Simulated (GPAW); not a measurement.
# Does Zn15CuSe16 (ZnSe32 Cu1) carry moments in GPAW?

Wanted: the moments of Zn15CuSe16 (ZnSe32 Cu1) and the energy gained by spin polarisation.

Main program and level: GPAW 26.7.0; PBE; plane waves with GPAW's PAW setups, scalar-relativistic.

## Step 1: Set-up

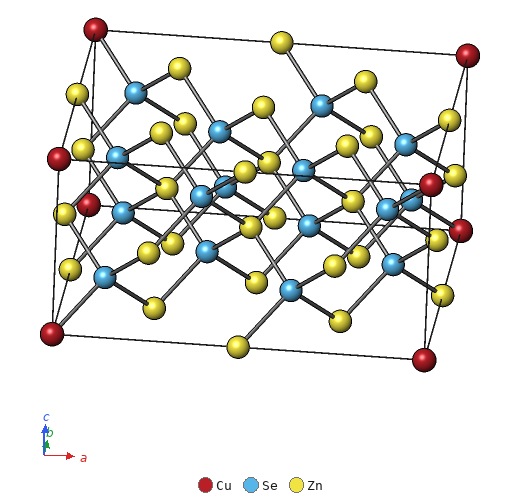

The starting structure, seen slightly off an axis (copper red, selenium blue, zinc yellow). Bonds to atoms that aren't drawn are left out. Some periodic images of atoms are drawn too.

The cell is a made-up one and need not be a known phase.

## Step 2: Start 1: ferro +

Parallel moments need no larger cell; this start tests for a ferromagnetic state only.

File order1.py:

```python
import json
import numpy as np
from ase import Atoms
from ase.parallel import paropen, parprint
from gpaw import GPAW

atoms = Atoms(['Cu', 'Se', 'Zn', 'Se', 'Zn', 'Se', 'Zn', 'Se', 'Zn', 'Se', 'Zn', 'Se', 'Zn', 'Se', 'Zn', 'Se', 'Zn', 'Se', 'Zn', 'Se', 'Zn', 'Se', 'Zn', 'Se', 'Zn', 'Se', 'Zn', 'Se', 'Zn', 'Se', 'Zn', 'Se'],
    cell=[[11.336, 0.0, 0.0],
         [0.0, 11.336, 0.0],
         [0.0, 0.0, 5.668]],
    scaled_positions=[[0.0, 0.0, 0.0],
         [0.125, 0.125, 0.25],
         [0.0, 0.25, 0.5],
         [0.125, 0.375, 0.75],
         [0.25, 0.0, 0.5],
         [0.375, 0.125, 0.75],
         [0.25, 0.25, 0.0],
         [0.375, 0.375, 0.25],
         [0.0, 0.5, 0.0],
         [0.125, 0.625, 0.25],
         [0.0, 0.75, 0.5],
         [0.125, 0.875, 0.75],
         [0.25, 0.5, 0.5],
         [0.375, 0.625, 0.75],
         [0.25, 0.75, 0.0],
         [0.375, 0.875, 0.25],
         [0.5, 0.0, 0.0],
         [0.625, 0.125, 0.25],
         [0.5, 0.25, 0.5],
         [0.625, 0.375, 0.75],
         [0.75, 0.0, 0.5],
         [0.875, 0.125, 0.75],
         [0.75, 0.25, 0.0],
         [0.875, 0.375, 0.25],
         [0.5, 0.5, 0.0],
         [0.625, 0.625, 0.25],
         [0.5, 0.75, 0.5],
         [0.625, 0.875, 0.75],
         [0.75, 0.5, 0.5],
         [0.875, 0.625, 0.75],
         [0.75, 0.75, 0.0],
         [0.875, 0.875, 0.25]],
    pbc=True,
    magmoms=[1.0, 0.0, 0.0, 0.0, 0.0, 0.0, 0.0, 0.0, 0.0, 0.0, 0.0, 0.0, 0.0, 0.0, 0.0, 0.0, 0.0, 0.0, 0.0, 0.0, 0.0, 0.0, 0.0, 0.0, 0.0, 0.0, 0.0, 0.0, 0.0, 0.0, 0.0, 0.0])
atoms.calc = GPAW(mode={'name': 'pw', 'ecut': 450},
    xc='PBE',
    kpts={'size': (3, 3, 5), 'gamma': True},
    occupations={'name': 'fermi-dirac', 'width': 0.05},
    convergence={'density': 1e-05, 'energy': 1e-05},
    maxiter=200,
    mixer={'name': 'pulay', 'beta': 0.05, 'nmaxold': 6, 'weight': 50},
    symmetry={'tolerance': 1e-4},
    txt='order1.txt')
e = atoms.get_potential_energy(force_consistent=True)
res = {'free_energy': e, 'energy_sigma0': atoms.get_potential_energy(), 'fermi_energy': atoms.calc.get_fermi_level()}
res['moments'] = atoms.get_magnetic_moments().tolist()
res['total'] = atoms.get_magnetic_moment()
parprint('site moments (muB):', np.round(res['moments'], 3))
parprint(f"total moment: {res['total']:.3f} muB")
parprint(f'free energy: {e:.6f} eV')
atoms.calc.write('order1.gpw')
with paropen('results.json', 'w') as f:
    json.dump(res, f)
```

On the command line:

```bash
$ OMP_NUM_THREADS=1 mpirun -n 4 gpaw python order1.py > order1.log
```

Numbers of over 12 decimals in the logs are rounded to 6 here.

The program printed:

```text
site moments (muB): [-0.001 -0.    -0.    -0.    -0.    -0.    -0.    -0.    -0.    -0.
 -0.    -0.    -0.    -0.    -0.    -0.    -0.    -0.    -0.    -0.
 -0.    -0.    -0.    -0.    -0.    -0.    -0.    -0.    -0.    -0.
 -0.    -0.   ]
total moment: -0.002 muB
free energy: -98.230582 eV

--- order1.txt ---
Input parameters:
  mode=PW(ecut=450),
  convergence={'density': 1e-05, 'energy': 1e-05},
  kpts=MonkhorstPack(size=(3, 3, 5), gamma=True),
  maxiter=200,
  mixer=Pulay(name='pulay', nmaxold=6, beta=0.05, weight=50, sigma=0.015, g_ss=None),
  occupations=Occupations(name='fermi-dirac', width=0.05),
  symmetry=Symmetry(tolerance=0.0001),
  xc=XC(name='PBE')

Diagonalizing LCAO Hamiltonian
Converting LCAO to pw mode
        .---------------------------.
       /|                           |
      / |                           |
     /  |  Se            Se         |
    /   |       Se            Se    |
   /  Zn|           Zn              |
  /    Se         Se Se         Se  |
 *      .--Zn-------------Zn--------.
 |     / Se Se         Se Se       /
 | Zn /      Zn  Zn        Zn     /
 |   Zn Zn    Se   Zn Zn    Se   /
 |  /Se            Se           /
 | /      Zn            Zn     /
 |/                           /
 Cu------------Zn------------*

Atoms  # Å, Bohr magnetons
|    | symbol |        x |        y |        z |    initial magnetic moments |
|----|--------|----------|----------|----------|-----------------------------|
|  0 |     Cu | 0.000000 | 0.000000 | 0.000000 | ( 0.0000,  0.0000,  1.0000) |
|  1 |     Se | 1.417000 | 1.417000 | 1.417000 | ( 0.0000,  0.0000,  0.0000) |
|  2 |     Zn | 0.000000 | 2.834000 | 2.834000 | ( 0.0000,  0.0000,  0.0000) |
|  3 |     Se | 1.417000 | 4.251000 | 4.251000 | ( 0.0000,  0.0000,  0.0000) |
|  4 |     Zn | 2.834000 | 0.000000 | 2.834000 | ( 0.0000,  0.0000,  0.0000) |
|  5 |     Se | 4.251000 | 1.417000 | 4.251000 | ( 0.0000,  0.0000,  0.0000) |
|  6 |     Zn | 2.834000 | 2.834000 | 0.000000 | ( 0.0000,  0.0000,  0.0000) |
|  7 |     Se | 4.251000 | 4.251000 | 1.417000 | ( 0.0000,  0.0000,  0.0000) |
|  8 |     Zn | 0.000000 | 5.668000 | 0.000000 | ( 0.0000,  0.0000,  0.0000) |
|  9 |     Se | 1.417000 | 7.085000 | 1.417000 | ( 0.0000,  0.0000,  0.0000) |
| 10 |     Zn | 0.000000 | 8.502000 | 2.834000 | ( 0.0000,  0.0000,  0.0000) |
| 11 |     Se | 1.417000 | 9.919000 | 4.251000 | ( 0.0000,  0.0000,  0.0000) |
| 12 |     Zn | 2.834000 | 5.668000 | 2.834000 | ( 0.0000,  0.0000,  0.0000) |
| 13 |     Se | 4.251000 | 7.085000 | 4.251000 | ( 0.0000,  0.0000,  0.0000) |
| 14 |     Zn | 2.834000 | 8.502000 | 0.000000 | ( 0.0000,  0.0000,  0.0000) |
| 15 |     Se | 4.251000 | 9.919000 | 1.417000 | ( 0.0000,  0.0000,  0.0000) |
| 16 |     Zn | 5.668000 | 0.000000 | 0.000000 | ( 0.0000,  0.0000,  0.0000) |
| 17 |     Se | 7.085000 | 1.417000 | 1.417000 | ( 0.0000,  0.0000,  0.0000) |
| 18 |     Zn | 5.668000 | 2.834000 | 2.834000 | ( 0.0000,  0.0000,  0.0000) |
| 19 |     Se | 7.085000 | 4.251000 | 4.251000 | ( 0.0000,  0.0000,  0.0000) |
| 20 |     Zn | 8.502000 | 0.000000 | 2.834000 | ( 0.0000,  0.0000,  0.0000) |
| 21 |     Se | 9.919000 | 1.417000 | 4.251000 | ( 0.0000,  0.0000,  0.0000) |
| 22 |     Zn | 8.502000 | 2.834000 | 0.000000 | ( 0.0000,  0.0000,  0.0000) |
| 23 |     Se | 9.919000 | 4.251000 | 1.417000 | ( 0.0000,  0.0000,  0.0000) |
| 24 |     Zn | 5.668000 | 5.668000 | 0.000000 | ( 0.0000,  0.0000,  0.0000) |
| 25 |     Se | 7.085000 | 7.085000 | 1.417000 | ( 0.0000,  0.0000,  0.0000) |
| 26 |     Zn | 5.668000 | 8.502000 | 2.834000 | ( 0.0000,  0.0000,  0.0000) |
| 27 |     Se | 7.085000 | 9.919000 | 4.251000 | ( 0.0000,  0.0000,  0.0000) |
| 28 |     Zn | 8.502000 | 5.668000 | 2.834000 | ( 0.0000,  0.0000,  0.0000) |
| 29 |     Se | 9.919000 | 7.085000 | 4.251000 | ( 0.0000,  0.0000,  0.0000) |
| 30 |     Zn | 8.502000 | 8.502000 | 0.000000 | ( 0.0000,  0.0000,  0.0000) |
| 31 |     Se | 9.919000 | 9.919000 | 1.417000 | ( 0.0000,  0.0000,  0.0000) |

Unit cell  # Å
| periodic |         x |         y |        z |   lengths |    angles |
|----------|-----------|-----------|----------|-----------|-----------|
|      yes | 11.336000 |  0.000000 | 0.000000 | 11.336000 | 90.000000 |
|      yes |  0.000000 | 11.336000 | 0.000000 | 11.336000 | 90.000000 |
|      yes |  0.000000 |  0.000000 | 5.668000 |  5.668000 | 90.000000 |

Number of symmetries: 8

BZ-sampling:
  Number of BZ points: 45
  Number of IBZ points: 9

  Monkhorst-Pack size: [3, 3, 5]
  Monkhorst-Pack shift: [0, 0, 0]

K-points  # in reciprocal-cell coordinates
|   |                                coordinates |     weight |
|---|--------------------------------------------|------------|
| 0 | (  0.00000000,   0.00000000,   0.00000000) | 0.02222222 |
| 1 | (  0.00000000,   0.00000000,   0.20000000) | 0.04444444 |
| 2 | (  0.00000000,   0.00000000,   0.40000000) | 0.04444444 |
| 3 | (  0.33333333,   0.00000000,   0.00000000) | 0.08888889 |
| 4 | (  0.33333333,   0.00000000,   0.20000000) | 0.17777778 |
| 5 | (  0.33333333,   0.00000000,   0.40000000) | 0.17777778 |
| 6 | (  0.33333333,   0.33333333,   0.00000000) | 0.08888889 |
| 7 | (  0.33333333,   0.33333333,   0.20000000) | 0.17777778 |
| 8 | (  0.33333333,   0.33333333,   0.40000000) | 0.17777778 |

Plane wave coefficients: 15823
Cutoff: 450.000000 eV

Spin-components: 2 (collinear spins)
Bands:           177
Projectors:      176
Spin-degeneracy: 1
Datatype:        complex128

Parallelization:
  kpt:    4
  domain: 1
  band:   1

Density:
  Valence electrons: 287.0
  Components: 2
  Grid points: [56 56 28]
  Charge: 0.0  # |e|

Potential:
  Grid points: [56 56 28]

species:
  Cu:
    name:    Copper
    Z:       29.0
    valence: 11
    core:    18
    charge:  0.0  # [|e|]
    compensation charges:
      type: gauss
      rc: 0.33  # [Å]
      lmax: 2
    cutoffs:
      filter: 2.06  # [Å]
      core: 2.43  # [Å]
    projectors
    | kind |    occ | energy [eV] | rcut [Å] |
    |------|--------|-------------|----------|
    |   4s |  1.000 |      -4.609 |    1.164 |
    |   4p |  0.000 |      -0.698 |    1.164 |
    |   3d | 10.000 |      -5.039 |    1.058 |
    |    s |        |      22.603 |    1.164 |
    |    p |        |      26.513 |    1.164 |
    |    d |        |      22.172 |    1.058 |

    Using partial waves for Cu as LCAO basis

  Se:
    name:    Selenium
    Z:       34.0
    valence: 6
    core:    28
    charge:  0.0  # [|e|]
    compensation charges:
      type: gauss
      rc: 0.27  # [Å]
      lmax: 2
    cutoffs:
      filter: 1.77  # [Å]
      core: 2.67  # [Å]
    projectors
    | kind |    occ | energy [eV] | rcut [Å] |
    |------|--------|-------------|----------|
    |   4s |  2.000 |     -17.277 |    0.847 |
    |   4p |  4.000 |      -6.512 |    1.005 |
    |    s |        |       9.935 |    0.847 |
    |    p |        |      20.699 |    1.005 |
    |    d |        |       0.000 |    0.847 |

    Using partial waves for Se as LCAO basis

  Zn:
    name:    Zinc
    Z:       30.0
    valence: 12
    core:    18
    charge:  0.0  # [|e|]
    compensation charges:
      type: gauss
      rc: 0.37  # [Å]
      lmax: 2
    cutoffs:
      filter: 2.14  # [Å]
      core: 2.28  # [Å]
    projectors
    | kind |    occ | energy [eV] | rcut [Å] |
    |------|--------|-------------|----------|
    |   4s |  2.000 |      -5.977 |    1.286 |
    |   4p |  0.000 |      -1.117 |    1.270 |
    |   3d | 10.000 |     -10.142 |    1.180 |
    |    s |        |      21.234 |    1.286 |
    |    p |        |      26.095 |    1.270 |
    |    d |        |      17.070 |    1.180 |

    Using partial waves for Zn as LCAO basis

Reference energy: -1835597.865724  # eV

eigensolver:
  PPCG
  Converge bands: occupied
  niter=2

density mixing:
  Pulay-Mixer
  Linear mixing parameters: 0.05
  Old densities: 6
  Fourier metric: weight=50, sigma=0.015

occupation numbers:
  Fermi-Dirac:
    width: 0.0500  # eV

poisson solver:
  ecut: 3600.000000  # eV

xc functional:
  name: PBE with 2 nearest neighbor stencil

convergence criteria:
- Maximum integral of absolute [dens]ity change: 1e-05 electrons / valence electron
- Maximum [total energy] change in last 3 cyles: 1e-05 eV / valence electron
- Maximum integral of absolute [eigenst]ate change: 4e-08 eV^2 / valence electron
maximum number of iterations: 200

SCF iterations
|iter     |      energy | eigst |  dens |  magmom |
|---------|-------------|-------|-------|---------|
|iter:   1|       0s | -102.099185 | +1.15 |       |  +0.9866|
|iter:   2|      33s | -101.082281 | +0.08 | -1.18 |  +0.9807|
|iter:   3|      65s |  -99.407798 | -0.46 | -1.25 |  +0.9447|
|iter:   4|      98s |  -98.307450 | -0.67 | -1.37 |  +0.7863|
|iter:   5|     131s |  -98.206750 | -0.76 | -1.51 |  +0.6829|
|iter:   6|     163s |  -98.162517 | -1.29 | -1.64 |  +0.5343|
|iter:   7|     196s |  -98.184977 | -1.74 | -1.86 |  +0.4864|
|iter:   8|     228s |  -98.188021 | -2.01 | -1.96 |  +0.3671|
|iter:   9|     261s |  -98.200666 | -2.06 | -2.24 |  +0.3203|
|iter:  10|     295s |  -98.195618 | -2.48 | -2.39 |  +0.2490|
[... 15 iterations left out ...]
|iter:  26|     817s |  -98.194160c| -6.39 | -4.19 |  +0.0133|
|iter:  27|     851s |  -98.194167c| -5.95 | -4.22 |  +0.0130|
|iter:  28|     884s |  -98.194161c| -6.13 | -4.39 |  +0.0048|
|iter:  29|     916s |  -98.194164c| -6.55 | -4.50 |  -0.0000|
|iter:  30|     949s |  -98.194169c| -6.73 | -4.54 |  -0.0035|
|iter:  31|     966s |  -98.194168c| -7.71c| -4.62 |  -0.0037|
|iter:  32|    1000s |  -98.194171c| -6.81 | -4.65 |  -0.0011|
|iter:  33|    1016s |  -98.194171c| -8.08c| -4.95 |  -0.0021|
|iter:  34|    1049s |  -98.194171c| -7.49c| -4.99 |  -0.0021|
|iter:  35|    1066s |  -98.194171c| -8.33c| -5.16c|  -0.0018|

Converged in 35 steps
Energy contributions relative to reference atoms: (reference = -1835597.865724)

Energy contributions:
  Kinetic:         186.808935
  Coulomb:        -160.692109
  Zero:             -0.906919
  External:          0.000000
  Xc:             -123.367667
  Entropy:          -0.072821
  Spinorbit:         0.000000
  ----------------------------
  Free energy:     -98.230582
  Extrapolated:    -98.194171

dipole moment: (-88.915483, -88.915483, -87.434559)  # |e|*Ang

Total magnetic moment: (0.000000, 0.000000, -0.001774)

Local magnetic moments
|        x |        y |         z |
|----------|----------|-----------|
| 0.000000 | 0.000000 | -0.000550 |  # Cu   0
| 0.000000 | 0.000000 | -0.000020 |  # Se   1
| 0.000000 | 0.000000 | -0.000013 |  # Zn   2
| 0.000000 | 0.000000 | -0.000018 |  # Se   3
| 0.000000 | 0.000000 | -0.000013 |  # Zn   4
| 0.000000 | 0.000000 | -0.000018 |  # Se   5
| 0.000000 | 0.000000 | -0.000007 |  # Zn   6
| 0.000000 | 0.000000 | -0.000019 |  # Se   7
| 0.000000 | 0.000000 | -0.000000 |  # Zn   8
| 0.000000 | 0.000000 | -0.000018 |  # Se   9
| 0.000000 | 0.000000 | -0.000013 |  # Zn  10
| 0.000000 | 0.000000 | -0.000020 |  # Se  11
| 0.000000 | 0.000000 | -0.000002 |  # Zn  12
| 0.000000 | 0.000000 | -0.000019 |  # Se  13
| 0.000000 | 0.000000 | -0.000007 |  # Zn  14
| 0.000000 | 0.000000 | -0.000018 |  # Se  15
[...]
| 0.000000 | 0.000000 | -0.000007 |  # Zn  22
| 0.000000 | 0.000000 | -0.000018 |  # Se  23
| 0.000000 | 0.000000 | -0.000001 |  # Zn  24
| 0.000000 | 0.000000 | -0.000019 |  # Se  25
| 0.000000 | 0.000000 | -0.000002 |  # Zn  26
| 0.000000 | 0.000000 | -0.000018 |  # Se  27
| 0.000000 | 0.000000 | -0.000002 |  # Zn  28
| 0.000000 | 0.000000 | -0.000018 |  # Se  29
| 0.000000 | 0.000000 | -0.000007 |  # Zn  30
| 0.000000 | 0.000000 | -0.000020 |  # Se  31

Fermi level: 3.940
Eigenvalues  # (at kpt = [0.000, 0.000, 0.000])
| band index |      eig [eV] | occ [0-1] |      eig [eV] | occ [0-1] |
|------------|---------------|-----------|---------------|-----------|
|          0 |        -9.418 |     1.000 |        -9.418 |     1.000 |
|        ... |               |           |               |           |
|        133 |         2.641 |     1.000 |         2.641 |     1.000 |
|        134 |         2.721 |     1.000 |         2.721 |     1.000 |
|        135 |         2.721 |     1.000 |         2.721 |     1.000 |
|        136 |         2.932 |     1.000 |         2.932 |     1.000 |
|        137 |         3.110 |     1.000 |         3.110 |     1.000 |
|        138 |         3.154 |     1.000 |         3.153 |     1.000 |
|        139 |         3.285 |     1.000 |         3.285 |     1.000 |
|        140 |         3.285 |     1.000 |         3.285 |     1.000 |
|        141 |         4.067 |     0.073 |         4.067 |     0.073 |
|        142 |         4.080 |     0.057 |         4.080 |     0.058 |
|        143 |         4.080 |     0.057 |         4.080 |     0.058 |
|        144 |         5.196 |     0.000 |         5.196 |     0.000 |
|        145 |         6.879 |     0.000 |         6.879 |     0.000 |
|        146 |         6.879 |     0.000 |         6.879 |     0.000 |
|        147 |         6.882 |     0.000 |         6.882 |     0.000 |
|        148 |         7.334 |     0.000 |         7.334 |     0.000 |
|        ... |               |           |               |           |
|        176 |        10.358 |     0.000 |        10.362 |     0.000 |

No gap
No difference between direct/indirect transitions
```

Wall time 19 min (4 MPI ranks of Intel Xeon Platinum 8259CL at 2.50GHz (Skylake/Cascade Lake), shared host); peak memory 2.9 GiB; 75 min of CPU time.

Spin moment in the augmentation sphere by element, in μB:

```csv
element,atoms,mean,spread (r.m.s.),least,largest
Cu,1,-0.0006,0.0000,-0.0006,-0.0006
Se,16,0.0000,0.0000,0.0000,0.0000
Zn,15,0.0000,0.0000,0.0000,0.0000
```

The atoms farthest from the mean of their element:

```csv
atom,"x, y, z (Å)",spin moment in the augmentation sphere (μB)
Zn3,"0.00, 2.83, 2.83",0.0000
Zn5,"2.83, 0.00, 2.83",0.0000
Zn11,"0.00, 8.50, 2.83",0.0000
Zn21,"8.50, 0.00, 2.83",0.0000
Zn17,"5.67, 0.00, 0.00",0.0000
Zn9,"0.00, 5.67, 0.00",0.0000
Zn25,"5.67, 5.67, 0.00",0.0000
Zn13,"2.83, 5.67, 2.83",0.0000
```

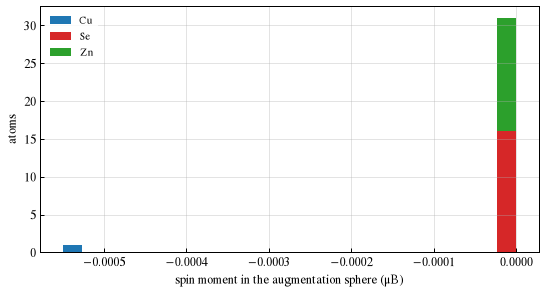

Spin moment in the augmentation sphere as a stacked histogram.

This step gave:

- final state: non-magnetic

After 35 cycles the seed has died away: no moment is left.

(Part 1 of 2 ends here.)

[Logs and program files are shortened in this print: banners, set-up blocks, solver, clock and traceback lines can be left out without a mark of their own.]

[Logs are printed without paths, hosts, clocks, repeated set-up lines and the standing remarks that a program may print on its own settings, such as how far it seeks lower states.]

[Hosts, paths, dates, database ids (printed as entryN), source tags and the programs' standing remarks are cut or masked in the printed files.]

[Where a cell is said to come from a database of computed structures, the database is the Materials Project.]
